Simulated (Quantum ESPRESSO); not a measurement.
**Band-structure run, with input and output: CoO (part 2 of 2)**

The same run, continued: CoO (2 atoms in the cell); Kohn-Sham DFT of a periodic cell, revPBE, DFT+U, PseudoDojo 0.4.1 SR PBE standard (Quantum ESPRESSO 7.5); cutoff 1047.64 eV, 3×3×3 k-mesh, cold smearing of 0.1 eV, non-collinear spins. The structure derives from a Materials Project entry. The settings are looser than a standard set-up, so the numbers are not reference values.

**The program's output, continued**
```
     total magnetization       =     1.73     1.73     1.73 Bohr mag/cell
     absolute magnetization    =     3.03 Bohr mag/cell

     iteration # 85     ecut=    77.00 Ry     beta= 0.30
     Davidson diagonalization with overlap
     ethr =  1.86E-12,  avg # of iterations =  2.0

     total energy              =    -339.01305470 Ry
     estimated scf accuracy    <          4.1E-10 Ry

     total magnetization       =     1.73     1.73     1.73 Bohr mag/cell
     absolute magnetization    =     3.03 Bohr mag/cell

     iteration # 86     ecut=    77.00 Ry     beta= 0.30
     Davidson diagonalization with overlap
     ethr =  1.79E-12,  avg # of iterations =  2.0

 ==============================================================================
     atom number    1 relative position :    0.0000   0.0000   0.0000
     charge :    14.540863  (integrated on a sphere of radius 0.288)
     magnetization :          1.504164    1.504154    1.503896
     magnetization/charge:    0.103444    0.103443    0.103426
     polar coord.: r, theta, phi [deg] :     2.605128   54.740324   44.999804

 ==============================================================================

 ==============================================================================
     atom number    2 relative position :    0.0118   0.0079   1.1978
     charge :     5.774115  (integrated on a sphere of radius 0.288)
     magnetization :          0.162177    0.162219    0.162127
     magnetization/charge:    0.028087    0.028094    0.028078
     polar coord.: r, theta, phi [deg] :     0.280894   54.747342   45.007449

 ==============================================================================

     End of self-consistent calculation

     ================= HUBBARD OCCUPATIONS ================
     ------------------------ ATOM    1 ------------------------
     Tr[ns(  1)] (up, down, total) =   4.42769  2.88859  7.31628
     eigenvalues:
       0.108  0.132  0.542  0.549  0.993  0.997  0.997  0.999  0.999  0.999
     eigenvectors (columns):
       0.001 -0.010  0.230  0.023 -0.229  0.018  0.001 -0.457  0.426  0.054
       0.142 -0.235  0.111 -0.068  0.116 -0.441  0.250  0.212  0.218  0.212
      -0.246 -0.135  0.047  0.142  0.067 -0.249 -0.442  0.121  0.179 -0.301
      -0.137 -0.090 -0.072 -0.255 -0.094 -0.183 -0.322 -0.176 -0.233  0.414
       0.078 -0.156 -0.182  0.124 -0.163 -0.323  0.182 -0.308 -0.280 -0.290
      -0.002  0.027 -0.627 -0.063  0.625  0.013  0.001 -0.335  0.312  0.039
      -0.388  0.642 -0.304  0.185 -0.316 -0.323  0.183  0.155  0.160  0.155
       0.673  0.368 -0.128 -0.388 -0.182 -0.182 -0.323  0.088  0.131 -0.221
       0.374  0.245  0.196  0.696  0.257 -0.134 -0.236 -0.129 -0.171  0.303
      -0.213  0.425  0.498 -0.340  0.447 -0.236  0.133 -0.225 -0.205 -0.212
     occupations, | n_(i1, i2)^(sigma1, sigma2) |:
       0.949  0.026  0.015  0.019  0.032  0.095  0.050  0.028  0.036  0.063
       0.026  0.851  0.011  0.010  0.057  0.050  0.284  0.022  0.019  0.109
       0.015  0.011  0.838  0.046  0.010  0.028  0.022  0.308  0.087  0.019
       0.019  0.010  0.046  0.888  0.011  0.036  0.019  0.087  0.213  0.022
       0.032  0.057  0.010  0.011  0.901  0.063  0.109  0.019  0.022  0.188
       0.095  0.050  0.028  0.036  0.063  0.815  0.096  0.055  0.070  0.121
       0.050  0.284  0.022  0.019  0.109  0.096  0.450  0.042  0.037  0.212
       0.028  0.022  0.308  0.087  0.019  0.055  0.042  0.402  0.169  0.038
       0.036  0.019  0.087  0.213  0.022  0.070  0.037  0.169  0.586  0.042
       0.063  0.109  0.019  0.022  0.188  0.121  0.212  0.038  0.042  0.636
     Atomic magnetic moment mx, my, mz =     1.539377    1.539355    1.539107

     Number of occupied Hubbard levels =    7.3163

          k = 0.0000 0.0000 0.0000 (  1455 PWs)   bands (ev):

   -82.7136 -79.9453 -46.5856 -45.7722 -45.7659 -43.3266 -42.9815 -42.9792
    -5.5800  -5.1430   8.2318   8.3758   8.4531   8.6355   9.3876  10.9491
    11.3500  11.5475  11.6503  11.8563  12.0453  12.1740  12.9730  12.9998
    15.5991  15.8475  16.1283  16.5084  31.0896  31.3224  32.0863  32.3587
    32.5680  32.8904  33.2374  33.5759  35.8319  35.9468  36.5590  36.7128
    36.7853  37.5520

          k =-0.0006-0.3835 0.1417 (  1469 PWs)   bands (ev):

   -82.7115 -79.9425 -46.5978 -45.7916 -45.7714 -43.3411 -43.0042 -42.9851
    -4.6545  -4.1901   6.5024   6.9427   7.2517   7.6580   8.9995   9.4627
    10.3061  10.5829  10.6551  12.1124  13.1777  13.2296  13.7513  14.0629
    17.6855  18.1461  19.1392  19.5396  24.7706  25.3167  28.7947  29.2945
    29.3177  29.8520  34.4145  34.8838  36.4107  36.9850  37.3616  37.8454
    41.3496  41.6556

          k =-0.3318 0.1910 0.1412 (  1467 PWs)   bands (ev):

   -82.7115 -79.9425 -46.5976 -45.7919 -45.7708 -43.3407 -43.0042 -42.9847
    -4.6588  -4.1946   6.4978   6.9515   7.2558   7.6477   8.9960   9.4604
    10.3211  10.5796  10.6584  12.1181  13.1774  13.2313  13.7425  14.0666
    17.6822  18.1428  19.1444  19.5442  24.7451  25.2903  28.8142  29.3377
    29.3446  29.9007  34.4434  34.9106  36.4187  36.9961  37.3777  37.8596
    41.3292  41.6341

          k =-0.3325-0.1925 0.2828 (  1477 PWs)   bands (ev):

   -82.7099 -79.9409 -46.6120 -45.7844 -45.7784 -43.3574 -42.9952 -42.9933
    -4.6496  -3.9785   6.5689   8.2709   8.6206   8.7397   8.8393   8.8572
    10.1021  10.6950  10.7484  10.8121  11.0738  11.1132  14.2922  14.3081
    16.7145  16.9130  20.4561  21.4065  25.2462  25.8277  26.6751  26.9886
    29.9721  30.1382  30.5055  30.6623  41.4803  42.1426  42.4383  43.1969
    44.8555  44.9926

          k =-0.3312 0.5745-0.0005 (  1472 PWs)   bands (ev):

   -82.7092 -79.9405 -46.6102 -45.7991 -45.7768 -43.3549 -43.0123 -42.9913
    -4.3513  -3.6256   6.8665   7.3171   7.4187   7.9818   8.7030   9.2134
     9.3052  10.5047  10.5073  10.9534  11.8332  12.7394  13.9920  14.2780
    16.8113  18.2217  22.9245  23.1619  23.4415  23.8183  24.5135  24.9549
    29.3488  29.9384  33.4125  33.8397  37.5657  37.8041  41.3791  41.9248
    43.2633  43.8676

          k = 0.3284 0.1898 0.1346 (  1483 PWs)   bands (ev):

   -82.7120 -79.9430 -46.5973 -45.7873 -45.7749 -43.3407 -43.0031 -42.9854
    -4.6918  -4.2294   6.4303   7.0968   7.1636   7.6343   9.0110   9.5310
    10.4067  10.4998  10.7511  12.1539  13.1925  13.2147  13.7174  13.9106
    17.6475  18.1604  19.2010  19.5790  24.5536  25.0952  29.0275  29.5230
    29.6752  30.2035  34.6546  35.1331  36.5962  37.2296  37.3678  37.8394
    41.2032  41.5158

          k = 0.3278-0.1937 0.2763 (  1477 PWs)   bands (ev):

   -82.7109 -79.9409 -46.5963 -45.7950 -45.7814 -43.3388 -43.0116 -42.9938
    -4.6870  -4.0162   6.8087   7.8652   8.3811   8.5652   8.7842   9.5077
    10.4783  10.7530  10.8251  10.9286  11.3773  12.0261  12.6774  14.2683
    16.3479  17.2025  20.3549  21.3178  25.1075  25.6319  26.5980  27.1800
    29.9734  30.4822  30.5460  31.0720  41.7586  42.3932  42.5036  43.2479
    44.5883  44.6850

          k = 0.3291 0.5732-0.0070 (  1485 PWs)   bands (ev):

   -82.7099 -79.9407 -46.6034 -45.7946 -45.7873 -43.3471 -43.0103 -43.0006
    -4.3575  -3.6464   6.5649   7.2022   7.4869   8.2568   8.5715   9.0894
     9.7049  10.5359  10.6718  10.9232  12.0499  12.7261  13.5509  14.2702
    17.1646  17.9053  22.9122  23.2063  23.6501  23.7443  24.4159  24.7856
    29.6970  30.3096  33.3042  33.8440  37.9309  38.0898  41.6666  42.1316
    43.1884  43.7797

          k =-0.0034 0.3808 0.2758 (  1475 PWs)   bands (ev):

   -82.7109 -79.9409 -46.5960 -45.7987 -45.7774 -43.3386 -43.0132 -42.9919
    -4.6887  -4.0179   6.8096   7.8674   8.3812   8.5670   8.7824   9.5110
    10.4720  10.7642  10.8232  10.9241  11.3799  12.0210  12.6759  14.2726
    16.3489  17.2035  20.3516  21.3139  25.0926  25.6176  26.6136  27.1944
    29.9531  30.4630  30.5816  31.1046  41.7765  42.4101  42.5111  43.2589
    44.6238  44.7085

          k =-0.0040-0.0027 0.4175 (  1464 PWs)   bands (ev):

   -82.7108 -79.9420 -46.5984 -45.7891 -45.7768 -43.3416 -43.0051 -42.9872
    -4.6037  -4.1370   6.6005   6.8869   7.1987   7.6795   8.9862   9.3619
    10.1967  10.5069  10.7045  12.1247  13.1740  13.2395  13.9724  14.0238
    17.7167  18.1497  19.0798  19.4927  25.0923  25.6357  28.5673  28.6568
    29.1595  29.2167  34.0846  34.5501  36.6081  36.9241  37.1067  37.4350
    41.7459  42.0275

          k =-0.0028 0.7642 0.1341 (  1480 PWs)   bands (ev):

   -82.7093 -79.9402 -46.6043 -45.7978 -45.7861 -43.3480 -43.0116 -43.0015
    -4.3094  -3.5931   6.6408   7.0335   7.5462   8.2800   8.5061   9.0640
     9.5618  10.2462  10.8526  11.0013  12.2294  12.6964  13.8144  14.1553
    17.1448  17.9409  22.5946  23.1718  23.3475  24.1048  24.4974  24.8817
    29.0523  29.6565  33.9266  34.4169  37.4399  37.6205  41.4041  41.8510
    43.6881  44.2400

          k = 0.6603-0.0012-0.0065 (  1484 PWs)   bands (ev):

   -82.7099 -79.9407 -46.6033 -45.7980 -45.7836 -43.3469 -43.0118 -42.9988
    -4.3599  -3.6492   6.5630   7.2110   7.4836   8.2499   8.5679   9.0851
     9.7026  10.5500  10.6662  10.9253  12.0544  12.7323  13.5383  14.2779
    17.1607  17.9067  22.9030  23.2305  23.6675  23.7425  24.4024  24.7707
    29.7354  30.3473  33.2871  33.8262  37.9576  38.1165  41.6914  42.1555
    43.1664  43.7595

          k = 0.6596-0.3847 0.1352 (  1479 PWs)   bands (ev):

   -82.7093 -79.9402 -46.6041 -45.7945 -45.7893 -43.3477 -43.0100 -43.0031
    -4.3118  -3.5952   6.6404   7.0420   7.5486   8.2788   8.5049   9.0595
     9.5642  10.2589  10.8462  11.0008  12.2285  12.6936  13.8122  14.1504
    17.1461  17.9352  22.6170  23.1936  23.3205  24.0755  24.5085  24.8941
    29.0759  29.6814  33.8896  34.3800  37.4594  37.6413  41.4108  41.8547
    43.6623  44.2165

          k = 0.6609 0.3822-0.1482 (  1476 PWs)   bands (ev):

   -82.7091 -79.9404 -46.6106 -45.7945 -45.7819 -43.3555 -43.0111 -42.9932
    -4.3420  -3.6156   6.8798   7.3329   7.3762   7.9745   8.6981   9.2045
     9.2845  10.4507  10.5001  11.0141  11.9289  12.7307  13.9612  14.2798
    16.8073  18.2288  22.8508  23.1219  23.3421  23.7868  24.6479  25.1081
    29.1687  29.7642  33.5813  34.0001  37.4387  37.6866  41.3409  41.8877
    43.4423  44.0504

     the Fermi energy is    14.0056 ev

!    total energy              =    -339.01305471 Ry
     estimated scf accuracy    <          3.7E-10 Ry
     smearing contrib. (-TS)   =      -0.00021562 Ry
     internal energy E=F+TS    =    -339.01283909 Ry

     The total energy is F=E-TS. E is the sum of the following terms:
     one-electron contribution =    -152.06149564 Ry
     hartree contribution      =      90.90446992 Ry
     xc contribution           =     -64.63997589 Ry
     ewald contribution        =    -213.33532223 Ry
     Hubbard energy            =       0.11948474 Ry

     total magnetization       =     1.73     1.73     1.73 Bohr mag/cell
     absolute magnetization    =     3.03 Bohr mag/cell

     convergence has been achieved in  86 iterations

     Forces acting on atoms (cartesian axes, Ry/au):

     atom    1 type  1   force =     0.00000000    0.00000000    0.00000000
     atom    2 type  2   force =     0.00000000    0.00000000    0.00000000

     Total force =     0.000000     Total SCF correction =     0.000000

     Computing stress (Cartesian axis) and pressure

          total   stress  (Ry/bohr**3)                   (kbar)     P=      -26.96
  -0.00030301  -0.00016346   0.00021258          -44.57      -24.05       31.27
  -0.00016346  -0.00011187   0.00011298          -24.05      -16.46       16.62
   0.00021258   0.00011298  -0.00013498           31.27       16.62      -19.86

=------------------------------------------------------------------------------=
   JOB DONE.
=------------------------------------------------------------------------------=
```

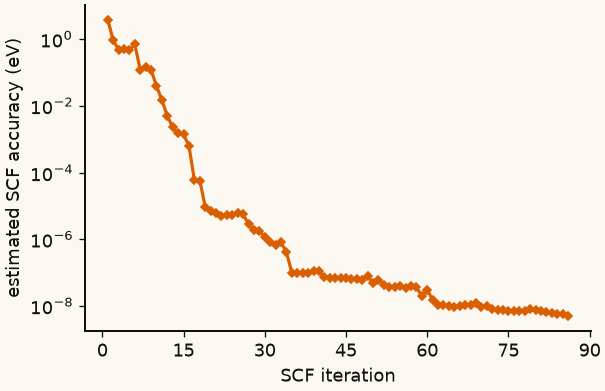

Convergence of the self-consistent field: estimated SCF accuracy against the iteration. The field takes 86 iterations in all.

The run was set up as follows.

**The input**
```
&CONTROL
  calculation = 'scf'
  prefix = 'pwscf'
  outdir = './tmp'
  pseudo_dir = './pseudo'
  tprnfor = .true.
  tstress = .true.
  disk_io = 'low'
/
&SYSTEM
  ibrav = 0
  nat = 2
  ntyp = 2
  ecutwfc = 77
  nbnd = 42
  input_dft = 'revpbe'
  occupations = 'smearing'
  smearing = 'mv'
  degauss = 0.00734986
  noncolin = .true.
  starting_magnetization(1) = 0.1177
  angle1(1) = 54.74
  angle2(1) = 45
  starting_magnetization(2) = 0
/
&ELECTRONS
  conv_thr = 4d-10
  electron_maxstep = 120
  mixing_beta = 0.3
/
ATOMIC_SPECIES
Co    58.9332 Co.upf
O     15.9990 O.upf
CELL_PARAMETERS angstrom
   1.5451130000    0.8929470000    2.4238070000
  -1.4942240000    0.8871440000    2.3944760000
   0.0204190000   -1.7326520000    2.3922420000
ATOMIC_POSITIONS crystal
Co     0.0000000000    0.0000000000    0.0000000000
O      0.5000000000    0.5000000000    0.5000000000
K_POINTS automatic
3 3 3 0 0 0
HUBBARD {ortho-atomic}
U Co-3d 4.5
```

**File bands.in**
```
&CONTROL
  calculation = 'bands'
  prefix = 'pwscf'
  outdir = './tmp'
  pseudo_dir = './pseudo'
  disk_io = 'low'
  verbosity = 'high'
/
&SYSTEM
  ibrav = 0
  nat = 2
  ntyp = 2
  ecutwfc = 77
  nbnd = 42
  input_dft = 'revpbe'
  occupations = 'smearing'
  smearing = 'mv'
  degauss = 0.00734986
  noncolin = .true.
  starting_magnetization(1) = 0.1177
  angle1(1) = 54.74
  angle2(1) = 45
  starting_magnetization(2) = 0
/
&ELECTRONS
  conv_thr = 1d-08
  electron_maxstep = 120
  mixing_beta = 0.3
  diago_full_acc = .true.
/
ATOMIC_SPECIES
Co    58.9332 Co.upf
O     15.9990 O.upf
CELL_PARAMETERS angstrom
   1.5451130000    0.8929470000    2.4238070000
  -1.4942240000    0.8871440000    2.3944760000
   0.0204190000   -1.7326520000    2.3922420000
ATOMIC_POSITIONS crystal
Co     0.0000000000    0.0000000000    0.0000000000
O      0.5000000000    0.5000000000    0.5000000000
K_POINTS crystal
60
 0.0000000000  0.0000000000 -0.5000000000 1
 0.0000000000  0.0000000000 -0.4285714286 1
 0.0000000000  0.0000000000 -0.3571428571 1
 0.0000000000  0.0000000000 -0.2857142857 1
 0.0000000000  0.0000000000 -0.2142857143 1
 0.0000000000  0.0000000000 -0.1428571429 1
 0.0000000000  0.0000000000 -0.0714285714 1
 0.0000000000  0.0000000000  0.0000000000 1
 0.0000000000 -0.0714285714  0.0000000000 1
 0.0000000000 -0.1428571429  0.0000000000 1
 0.0000000000 -0.2142857143  0.0000000000 1
 0.0000000000 -0.2857142857  0.0000000000 1
 0.0000000000 -0.3571428571  0.0000000000 1
 0.0000000000 -0.4285714286  0.0000000000 1
 0.0000000000 -0.5000000000  0.0000000000 1
 0.0000000000 -0.5000000000 -0.5000000000 1
 0.0000000000 -0.4444444444 -0.4444444444 1
 0.0000000000 -0.3888888889 -0.3888888889 1
 0.0000000000 -0.3333333333 -0.3333333333 1
 0.0000000000 -0.2777777778 -0.2777777778 1
 0.0000000000 -0.2222222222 -0.2222222222 1
 0.0000000000 -0.1666666667 -0.1666666667 1
 0.0000000000 -0.1111111111 -0.1111111111 1
 0.0000000000 -0.0555555556 -0.0555555556 1
 0.0000000000  0.0000000000  0.0000000000 1
-0.0714285714  0.0000000000  0.0000000000 1
-0.1428571429  0.0000000000  0.0000000000 1
-0.2142857143  0.0000000000  0.0000000000 1
-0.2857142857  0.0000000000  0.0000000000 1
-0.3571428571  0.0000000000  0.0000000000 1
-0.4285714286  0.0000000000  0.0000000000 1
-0.5000000000  0.0000000000  0.0000000000 1
-0.5000000000  0.0000000000 -0.5000000000 1
-0.4444444444  0.0000000000 -0.4444444444 1
-0.3888888889  0.0000000000 -0.3888888889 1
-0.3333333333  0.0000000000 -0.3333333333 1
-0.2777777778  0.0000000000 -0.2777777778 1
-0.2222222222  0.0000000000 -0.2222222222 1
-0.1666666667  0.0000000000 -0.1666666667 1
-0.1111111111  0.0000000000 -0.1111111111 1
-0.0555555556  0.0000000000 -0.0555555556 1
 0.0000000000  0.0000000000  0.0000000000 1
-0.0555555556 -0.0555555556  0.0000000000 1
-0.1111111111 -0.1111111111  0.0000000000 1
-0.1666666667 -0.1666666667  0.0000000000 1
-0.2222222222 -0.2222222222  0.0000000000 1
-0.2777777778 -0.2777777778  0.0000000000 1
-0.3333333333 -0.3333333333  0.0000000000 1
-0.3888888889 -0.3888888889  0.0000000000 1
-0.4444444444 -0.4444444444  0.0000000000 1
-0.5000000000 -0.5000000000  0.0000000000 1
-0.5000000000 -0.5000000000 -0.5000000000 1
-0.4375000000 -0.4375000000 -0.4375000000 1
-0.3750000000 -0.3750000000 -0.3750000000 1
-0.3125000000 -0.3125000000 -0.3125000000 1
-0.2500000000 -0.2500000000 -0.2500000000 1
-0.1875000000 -0.1875000000 -0.1875000000 1
-0.1250000000 -0.1250000000 -0.1250000000 1
-0.0625000000 -0.0625000000 -0.0625000000 1
 0.0000000000  0.0000000000  0.0000000000 1
HUBBARD {ortho-atomic}
U Co-3d 4.5
```

Launch command:
```bash
OMP_NUM_THREADS=1 pw.x -in pw.in > pw.out
OMP_NUM_THREADS=1 pw.x -in bands.in > bands.out
```

**Summary**

```json
{"quantity": "outcome", "value": "converged"}
{"quantity": "space group (tolerance 0.01 Å)", "value": "C2/m (12)"}
{"quantity": "electrons treated", "value": "23"}
{"quantity": "free energy", "value": "−4612.5076 eV"}
{"quantity": "Fermi energy", "value": "14.006 eV"}
{"quantity": "gap on the k-point mesh", "value": "none (metallic)"}
{"quantity": "net moment of the cell", "value": "3.00 μB"}
{"quantity": "integrated absolute moment", "value": "3.03 μB"}
{"quantity": "pressure", "value": "−2.70 GPa"}
{"quantity": "largest force (length of the vector)", "value": "under 0.001 eV/Å"}
{"quantity": "hardware", "value": "1 thread of AMD EPYC (Zen 3), 192 GiB of memory available, shared host"}
{"quantity": "wall time", "value": "4 min"}
{"quantity": "peak memory", "value": "0.17 GiB"}
```

**Notes**

Settings chosen away from the usual ones: k set to [3, 3, 3] (from [4, 4, 4]); ecut_scale set to 0.8. The settings depart from the standard set-up of this series, which can bear on the numbers. The record of the run, not the program, notes: potentials made for another functional. Points of doubt noted for this run: coarse mesh; potentials made for another functional.
